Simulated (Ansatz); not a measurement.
## From PBEsol to G0W0: MoS2/MoSSe (van der Waals superlattice) (P3m1)

Aim: the quasiparticle gap of MoS2/MoSSe (van der Waals superlattice) (P3m1), starting from PBEsol.

Program: Ansatz 0.2.0. Level of theory: PBEsol, then G0W0 on it, plane waves, PAW. Results are calculated unless marked as measured.

The structure was built from a prototype and need not be the compound's stable phase.

## 1. Starting point

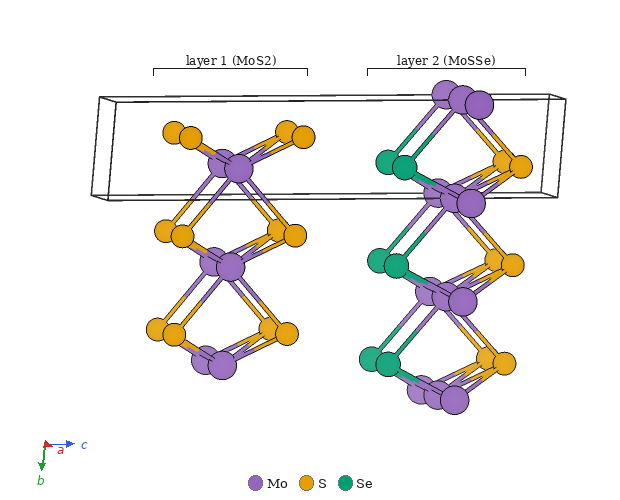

Start, viewed from the side, with the c axis across the page; molybdenum purple, sulfur orange, selenium teal. 2×3×1 cells are drawn. Bonds to atoms that aren't drawn are left out. Some periodic images of atoms are drawn too.

Coordinates:

```cif
data_structure
_symmetry_space_group_name_H-M 'P 1'
_symmetry_Int_Tables_number 1
_cell_length_a 3.2188
_cell_length_b 3.2188
_cell_length_c 12.5300
_cell_angle_alpha 90.000
_cell_angle_beta 90.000
_cell_angle_gamma 120.000
_cell_volume 112.42
loop_
_atom_site_label
_atom_site_type_symbol
_atom_site_fract_x
_atom_site_fract_y
_atom_site_fract_z
_atom_site_occupancy
Mo1 Mo 0.33333 0.66667 0.24900 1
S2 S 0.66667 0.33333 0.37430 1
S3 S 0.66667 0.33333 0.12370 1
Mo4 Mo 0.00000 0.00000 0.74701 1
S5 S 0.33333 0.66667 0.87630 1
Se6 Se 0.33333 0.66667 0.61772 1
```

The start is a generated structure, not a measured one.

The logs state that the PAW files were generated under PBE.

## 2. Relaxation

The structure is relaxed first.

This step: DFT, PBEsol-D3(BJ), plane waves, PAW; PAW set soft_1.

input.yaml reads:

```yaml
crystal:
  lattice:
    - [3.21875, 0.0, 0.0]
    - [-1.609375, 2.7875192684, 0.0]
    - [0.0, 0.0, 12.5300000031]
  atoms:
    - { symbol: Mo, position: [0.3333333333, 0.6666666667, 0.2490023944] }
    - { symbol: S, position: [0.6666666667, 0.3333333333, 0.3743016761] }
    - { symbol: S, position: [0.6666666667, 0.3333333333, 0.1237031125] }
    - { symbol: Mo, position: [0.0, 0.0, 0.7470071826] }
    - { symbol: S, position: [0.3333333333, 0.6666666667, 0.8762968875] }
    - { symbol: Se, position: [0.3333333333, 0.6666666667, 0.6177174779] }
kpoints:
  mp_grid: { grid: [9, 9, 2] }
hamiltonian:
  xc: pbesol
  dispersion: d3bj
  pseudopotentials: { kind: paw, azcp: { folder: soft_1 }, xc_functional: pbe }
scf:
  occupations: { method: fermi_dirac, width: 0.02 }
relax:
  f_tol: 0.01
  max_steps: 100
  cell: {}
output:
  write_density: true
  write_potential: true
  elf: true
  volumetric_format: npy
```

On the command line:

```console
$ ansatz run input.yaml --threads 2 --pin off --max-ram 92160MiB --backend cuda --events-out ev --progress --plain --runs-dir out --devices 1 --max-vram 13GiB
```

Numbers of over 12 decimals in the logs are rounded to 6 here.

The program printed:

```text
GPUs: using 1 of 1 available (devices: 1).
Engine: ansatz 0.2.0, x86_64-unknown-linux-gnu
Pseudopotentials: kind: paw
Pseudopotential: Mo, paw, valence charge 14, recommended cutoff 420 eV (normal), soft_1/Mo.paw.azcp
Pseudopotential: S, paw, valence charge 6, recommended cutoff 420 eV (normal), soft_1/S.paw.azcp
Pseudopotential: Se, paw, valence charge 16, recommended cutoff 420 eV (normal), soft_1/Se.paw.azcp
Functional definition: PBEsol
  exchange = pbesol_x
  correlation = pbesol_c
device memory: the entry about to start is reckoned to put 1.5 GiB on a device that reports 48.8 GiB free (of which the cap on the GPU budget leaves the run 13.0 GiB)
GPU FFT provider: cuFFT
GPU libraries: cuBLAS 13.8.2, cuFFT 12.4.0, cuSOLVER 12.3.4
Crystal: 6 atoms, lattice volume = 112.423 Å³
Basis set: ecut = 420 eV, 2237 PW (Γ), exchange–correlation on 48×48×180 points (8 copies of the dense FFT grid, shifted against one another)
Bands: 38, of which v1, the nominal top of the filled ones, is band 31 counted from 1 (30 counted from 0)
Symmetry: 6 space group operations
Space group: P3m1 (ITA 156), of the structure as read, at distance tolerance 4.8e-5 Å
k-points: 24 of 162 (time reversal used)
Non-local potential: Mo, projectors of the file, l = 0: 3, l = 1: 2, l = 2: 2, l = 3: 1
Non-local potential: S, projectors of the file, l = 0: 2, l = 1: 2, l = 2: 1
Non-local potential: Se, projectors of the file, l = 0: 2, l = 1: 2, l = 2: 3, l = 3: 1
PAW form: soft (Blöchl's): semilocal exchange-correlation on the pseudo side does not see the compensation charge
PAW frozen core: Mo, regenerated for the run's functional, and the local potential with it (the file was generated under x = pbe(κ = 0.804, μ = 0.219515), c = pbe(β = 0.066725))
PAW frozen core: S, regenerated for the run's functional, and the local potential with it (the file was generated under x = pbe(κ = 0.804, μ = 0.219515), c = pbe(β = 0.066725))
PAW frozen core: Se, regenerated for the run's functional, and the local potential with it (the file was generated under x = pbe(κ = 0.804, μ = 0.219515), c = pbe(β = 0.066725))
PAW one-centre angular grid: Mo, 590 points (default); XC on 64 Gauss nodes
PAW one-centre angular grid: S, 110 points (default); XC on 64 Gauss nodes
PAW one-centre angular grid: Se, 590 points (default); XC on 64 Gauss nodes
Initial density: superposition of atomic densities (chi_scale 0.1, normalization cell), built separately for each of the 2 bonded fragments (scf.initial_density.interfragment_charge_transfer: auto; true builds it for the cell as a whole; a typed value also counts as a typed key of the start: scf.initial_density.chi_scale says what that changes, if anything)
Initial wavefunctions: pseudopotential atomic-orbital guess
GPU buffer pool allocated for 51840 grid points (all kernels)
GPU transforms: local potential and band sums: pruned to the plane-wave sphere, on 24×24×90
Functional: x = pbesol(κ = 0.804, μ = 0.123457), c = pbesol(β = 0.046)
SCF iter   1: F=—  HF=-17883.025652 eV  |F-HF|=—  |Δ(HF+E_count)|=         —  Δρ=5.57e-2  dr2=5.78e0  ethr=3.10e-3  ⟨swp⟩=9.5  Hψ=4494  notcnv=0
preconditioner: auto → Resta (q_TF=auto, 2.471 Å⁻¹)  ε∞=7.7  [insulator: Δε(μ)=0.572 eV  Ē_g=8.098 eV  σ=0.020 eV  W_gap=1.00  n_scr=38 (ndim 8)  ℏωp=21.0 eV  f_vac=0.006  D(μ)=0.00/eV (n_scr^D=0)  ε∞_Penn≈7.7]
SCF iter   2: F=—  HF=-17881.838121 eV  |F-HF|=—  |Δ(HF+E_count)|=    1.19e0  Δρ=3.02e-2  dr2=1.64e0  ethr=3.10e-3  ⟨swp⟩=2.2  Hψ=1545  notcnv=0  defer=24
SCF iter   3: F=—  HF=-17881.378538 eV  |F-HF|=—  |Δ(HF+E_count)|=   4.60e-1  Δρ=4.77e-3  dr2=3.54e-2  ethr=2.64e-3  ⟨swp⟩=2.7  Hψ=1416  notcnv=0  defer=24
SCF iter   4: F=—  HF=-17881.375937 eV  |F-HF|=—  |Δ(HF+E_count)|=   2.60e-3  Δρ=1.28e-3  dr2=3.81e-3  ethr=5.72e-5  ⟨swp⟩=2.8  Hψ=1978  notcnv=0  defer=24
SCF iter   5: F=—  HF=-17881.375495 eV  |F-HF|=—  |Δ(HF+E_count)|=   4.42e-4  Δρ=6.10e-4  dr2=8.05e-4  ethr=6.15e-6  ⟨swp⟩=2.0  Hψ=1729  notcnv=0  defer=24
SCF iter   6: F=—  HF=-17881.375738 eV  |F-HF|=—  |Δ(HF+E_count)|=   2.43e-4  Δρ=2.22e-4  dr2=8.17e-5  ethr=1.30e-6  ⟨swp⟩=2.0  Hψ=1584  notcnv=0  defer=24
SCF iter   7: F=—  HF=-17881.375906 eV  |F-HF|=—  |Δ(HF+E_count)|=   1.67e-4  Δρ=5.41e-5  dr2=5.10e-6  ethr=1.32e-7  ⟨swp⟩=2.2  Hψ=1425  notcnv=0  defer=24
SCF iter   8: F=—  HF=-17881.375911 eV  |F-HF|=—  |Δ(HF+E_count)|=   5.67e-6  Δρ=1.71e-5  dr2=5.94e-7  ethr=8.23e-9  ⟨swp⟩=2.2  Hψ=1386  notcnv=0  defer=24
SCF iter   9: F=-17881.375912 eV  HF=-17881.375912 eV  |F-HF|=1.40e-8  |Δ(HF+E_count)|=   3.47e-7  Δρ=4.92e-6  dr2=4.17e-8  ethr=1.61e-10  ⟨swp⟩=10.9  Hψ=6813  notcnv=0
SCF 1 converged in 9 iterations: F = -17881.375912 eV  dr2 = 4.17e-8
  greatest PAW one-centre occupation: 1.000 electrons in one spin orbital (limit 2), on the Se atom at site 5 (counted from 0), in its partial waves of l = 2
relax step   1: F+E_penalty+E_count = -17881.37591151 eV  Δ(F+E_penalty+E_count) = +0.000e0 eV  max|allowed force component| = 2.465e0 eV/Å  Δτ_max = 0.0000 Å  P = -7.437 GPa  Ω = 112.423 Å³  (9 SCF iters, dr2 threshold 1.00e-7 eV, accepted)
[...]
relax step   2: F+E_penalty+E_count = -17881.56727269 eV  Δ(F+E_penalty+E_count) = -1.914e-1 eV  max|allowed force component| = 7.032e-1 eV/Å  Δτ_max = 0.1566 Å  P = +4.486 GPa  Ω = 97.044 Å³  energy of the carried Pulay correction = +2.731e-3 eV  (7 SCF iters, dr2 threshold 6.00e-7 eV, accepted)
[...]
relax step   3: F+E_penalty+E_count = -17881.71415287 eV  Δ(F+E_penalty+E_count) = -1.469e-1 eV  max|allowed force component| = 1.155e-1 eV/Å  Δτ_max = 0.1172 Å  P = -0.901 GPa  Ω = 102.209 Å³  energy of the carried Pulay correction = +1.770e-3 eV  (7 SCF iters, dr2 threshold 6.00e-7 eV, accepted)
[...]
relax step   4: F+E_penalty+E_count = -17881.71633196 eV  Δ(F+E_penalty+E_count) = -2.179e-3 eV  max|allowed force component| = 7.392e-2 eV/Å  Δτ_max = 0.0062 Å  P = -0.657 GPa  Ω = 101.952 Å³  energy of the carried Pulay correction = +1.816e-3 eV  (6 SCF iters, dr2 threshold 6.00e-7 eV, accepted)
[...]
relax step   5: F+E_penalty+E_count = -17881.72087817 eV  Δ(F+E_penalty+E_count) = -4.546e-3 eV  max|allowed force component| = 1.603e-2 eV/Å  Δτ_max = 0.0324 Å  P = -0.053 GPa  Ω = 100.915 Å³  energy of the carried Pulay correction = +2.006e-3 eV  (6 SCF iters, dr2 threshold 6.00e-7 eV, accepted)
[...]
relax step   6: F+E_penalty+E_count = -17881.72093241 eV  Δ(F+E_penalty+E_count) = -5.424e-5 eV  max|allowed force component| = 1.454e-3 eV/Å  Δτ_max = 0.0037 Å  P = -0.003 GPa  Ω = 100.871 Å³  energy of the carried Pulay correction = +2.014e-3 eV  (6 SCF iters, dr2 threshold 2.91e-8 eV, accepted)
[...]
relax step   7: F+E_penalty+E_count = -17881.71904438 eV  Δ(F+E_penalty+E_count) = +1.888e-3 eV  max|allowed force component| = 1.868e-3 eV/Å  Δτ_max = 0.0000 Å  P = -0.004 GPa  Ω = 100.871 Å³  stress off target by 6.71e-3 GPa  SCF on the basis re-selected at this cell (its energy is not comparable with the rows above)  (6 SCF iters)
basis re-selected at this cell: Δ(F+E_penalty+E_count) = +1.888e-3 eV, ΔP = -0.002 GPa vs the last step (what re-selecting the basis moved, of the pressure what is left beyond the Pulay correction that the steps carried, after the strain that the cell walked since its last selection, with what the two solves' SCF thresholds leave and, on support functions, any second-order correction that the steps lacked; it is no measure of the basis error at this ecutwfc). The dense FFT grid was sized anew with the basis: this SCF ran on 24×24×80 points, the steps before it on 24×24×90, so part of this shift can come from that change (see relax.cell in the input reference). [rest of the remark cut]
SCF converged after 6 iterations
Free energy (F): -17881.719044 eV
Harris-Foulkes:  -17881.719044 eV  (|F-HF|=3.64e-12)
Internal energy: -17881.719044 eV  (E = F + TS)
E sigma→0 (E₀):  -17881.719044 eV
Entropy (-TS):   -0.000000 eV (-0.000 meV/atom)
Fermi energy:    13.286516 eV
--- Per-component energies (eV) ---
  E_band       = -568.136688
  E_kinetic    = 1279.737781
  E_local      = -6610.454462  (includes V_loc(G=0)·N_el)
  E_nonlocal   = 51.624978
  E_hartree    = 3016.091494
  E_xc         = -702.892410
  E_vxc        = -781.691877  (∫ρ·V_xc dr)
  E_paw        = -10171.577303  (= ΣΔE_a)
  E_vpaw       = -539.535831  (= ΣTr[D̂ρ^β])
  E_aug_tail   = -0.000277  (compensation charges beyond the density's cutoff)
  E_ewald      = -4743.341228
  E_disp       = -2.520518  (pairwise vdW)
  E_core_change = 1.612900  (= ΣΔE_core)
  E_smearing   = -0.000000  (= −TS)
  E_closure    = 0.000000  (closes the sum)
  Σ components = -17881.719044   (vs F -17881.719044, Δ=0.00e0)
--- Forces (eV/Å), atoms counted from 1 ---
  atom   1  Mo     0.00000000     0.00000000    -0.00040213
  atom   2  S      0.00000000     0.00000000     0.00140247
  atom   3  S      0.00000000     0.00000000    -0.00113081
  atom   4  Mo    -0.00000000    -0.00000000    -0.00144026
  atom   5  S      0.00000000     0.00000000     0.00186732
  atom   6  Se     0.00000000     0.00000000    -0.00029770
  max |Σ_I F_I| component: 1.11e-6 eV/Å
--- Stress (GPa, compression-positive) ---
       -0.002900       0.000000       0.000000
        0.000000      -0.002900       0.000000
        0.000000       0.000000      -0.006711
  P = ⅓ Tr σ = -0.0042 GPa (-0.042 kbar)
--- Band table (eV; the first three rows and the last of 24) ---
  k-point 0: bands = [... 27 lower, 11.2214, 11.3090, 12.0908, 13.0439, 14.7156, 14.7156, 14.9690, 14.9690, ... 3 higher]
  k-point 1: bands = [... 27 lower, 11.2200, 11.2200, 12.5354, 12.9571, 14.7256, 14.7256, 14.9333, 14.9333, ... 3 higher]
  k-point 2: bands = [... 27 lower, 10.9802, 11.3586, 12.1027, 12.5771, 14.6084, 14.6783, 14.7374, 15.0239, ... 3 higher]
  k-point 23: bands = [... 27 lower, 9.7037, 9.9642, 11.8798, 12.3363, 13.6629, 14.1289, 14.6543, 14.7990, ... 3 higher]
--- Relaxed structure (6 steps of the walk, 6 accepted, 1 SCFs on fresh bases) ---
  F+E_penalty+E_count = -17881.71904438 eV   max|allowed force component| = 1.868e-3 eV/Å   (the final SCF, on the basis selected at the relaxed cell)
  cell:  # Å, volume = 100.8706 Å³
    - [3.144473, 0, 0]
    - [-1.572237, 2.723194, 0]
    - [0, 0, 11.779807]
  atoms:
    - { symbol: Mo, position: [0.333333, 0.666667, 0.244122] }
    - { symbol: S, position: [0.666667, 0.333333, 0.375572] }
    - { symbol: S, position: [0.666667, 0.333333, 0.112396] }
    - { symbol: Mo, position: [-1.850371707681668e-17, -3.3923481307901146e-17, 0.756990] }
    - { symbol: S, position: [0.333333, 0.666667, 0.887305] }
    - { symbol: Se, position: [0.333333, 0.666667, 0.611643] }
```

Wall time 12 s (1 × NVIDIA H100 80GB HBM3 (shared by 6 runs) with 2 threads of AMD EPYC 7R13 (Zen 3), shared host); peak memory 1 GiB; 9.6 s of CPU time.

The steps of the relaxation:

```csv
step,energy less that of the first step (eV),largest force component (eV/Å),pressure (GPa),volume (Å³)
1,0.0000,2.4646,-7.44,112.42
2,-0.1914,0.7032,4.49,97.04
3,-0.3382,0.1155,-0.90,102.21
4,-0.3404,0.0739,-0.66,101.95
5,-0.3450,0.0160,-0.05,100.92
6,-0.3450,0.0015,0.00,100.87
7*,-0.3431,0.0019,0.00,100.87
```

Relaxation steps marked * repeat the geometry before them on a plane-wave basis chosen anew for their cell, so energy and pressure can jump there.

The run keeps the 6 symmetry operations that it works with, so distortions that break them were not tested.

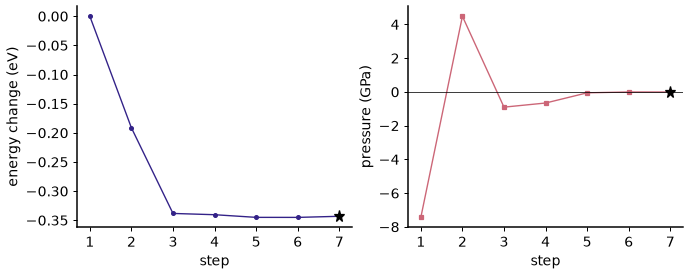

Energy and pressure along the relaxation. Stars mark steps on a basis chosen anew.

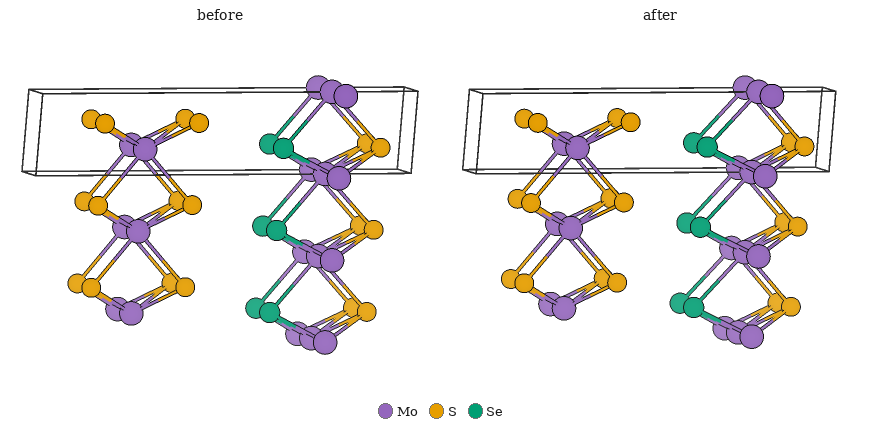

The structure before and after the relaxation, drawn at the same scale. Bonds to atoms that aren't drawn are left out.

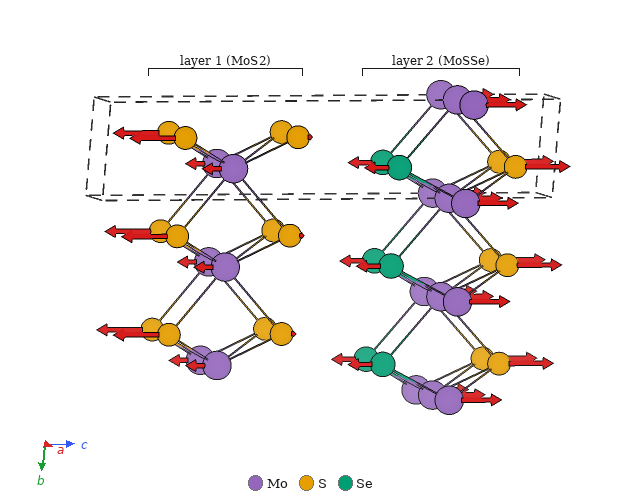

Displacements in the relaxation, exaggerated, measured against the changing cell; the longest in the cell stands for 0.13 Å. Bonds to atoms that aren't drawn are left out. 2×3×1 cells are drawn. Some periodic images of atoms are drawn too.

```csv
"conventional cell, symmetrised",before,after,change
a (Å),3.219,3.144,-2.3 %
b (Å),3.219,3.144,-2.3 %
c (Å),12.530,11.780,-6.0 %
volume (Å³/atom),18.74,16.81,-10.3 %
```

The atoms that moved most (Å, as changes of fractional coordinates times the final cell):

```csv
atom,dx,dy,dz,length
S3,0.000,0.000,-0.133,0.133
S5,0.000,0.000,0.130,0.130
Mo4,0.000,0.000,0.118,0.118
Se6,0.000,0.000,-0.072,0.072
Mo1,0.000,0.000,-0.057,0.057
S2,0.000,0.000,0.015,0.015
```

Final coordinates:

```xyz
6
Lattice="3.1445 0.0000 0.0000 -1.5722 2.7232 0.0000 0.0000 0.0000 11.7798" Properties=species:S:1:pos:R:3 pbc="T T T"
Mo    0.0000    1.8155    2.8757
S     1.5722    0.9077    4.4242
S     1.5722    0.9077    1.3240
Mo    0.0000    0.0000    8.9172
S     0.0000    1.8155   10.4523
Se    0.0000    1.8155    7.2050
```

The program's warnings for this run: band table not solved further.

(Continued in part 2 of 3.)

[Paths, hosts, dates, memory and timing lines, banners, echoed tables and standing remarks are left out of the program output.]

[Logs are printed without paths, hosts, clocks, repeated set-up lines and the standing remarks that a program may print on its own settings, such as how far it seeks lower states.]

[Runs of the session that timed out or met a known fault of the program may be left out.]

[Cells called generated may have been cut or substituted from an entry of the Crystallography Open Database or the Materials Project.]

[Hosts, paths, dates, database ids (printed as entryN), source tags and the programs' standing remarks are cut or masked in the printed files.]

[Where an RPA ε∞ is given, it is that of the G0W0 mesh and is not shown converged in it. Names of k-points follow the symmetry that the program found, which can be lower than the space group named. Band edges on a path are those of the sampled points; other points can move an edge, and change direct to indirect where valleys lie close.]

[Hybrid gaps are those of their k-mesh and are not shown converged in it.]
